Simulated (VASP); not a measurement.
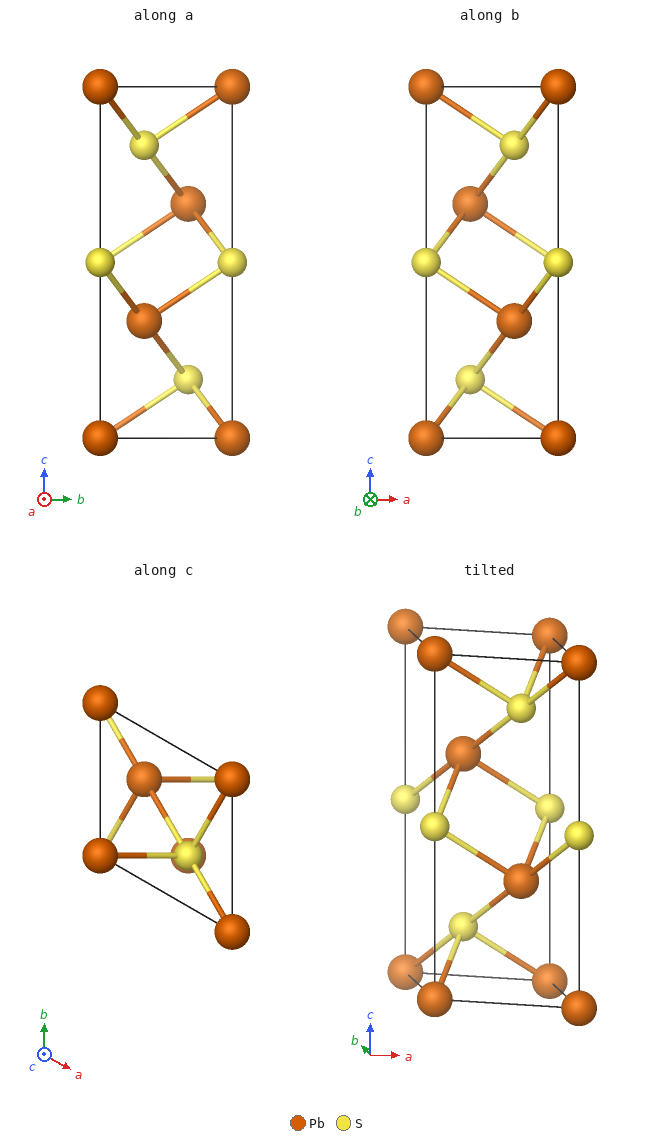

This ball-and-stick model is shown along the a axis, along the b axis, along the c axis and slightly off an axis. The frame is the conventional unit cell; atoms at its boundary are shown with their periodic copies.

Lattice parameters: a = 4.351 Å, b = 4.351 Å, c = 10.020 Å, α = 90.00°, β = 90.00°, γ = 120.00°.

Set out the cell and atoms as a table of Wyckoff sites.

Answer. Space group R-3m:H (No. 166).
```
atom  site       x       y       z
  Pb    3a  0.0000  0.0000  0.0000
   S    3b  0.3333  0.6667  0.1667
```

The starting point was a structure type filled with these elements by a generator (whether the compound takes this form wasn't checked). The cell was then strained or its atoms displaced on purpose. A calculation with VASP used it as input.
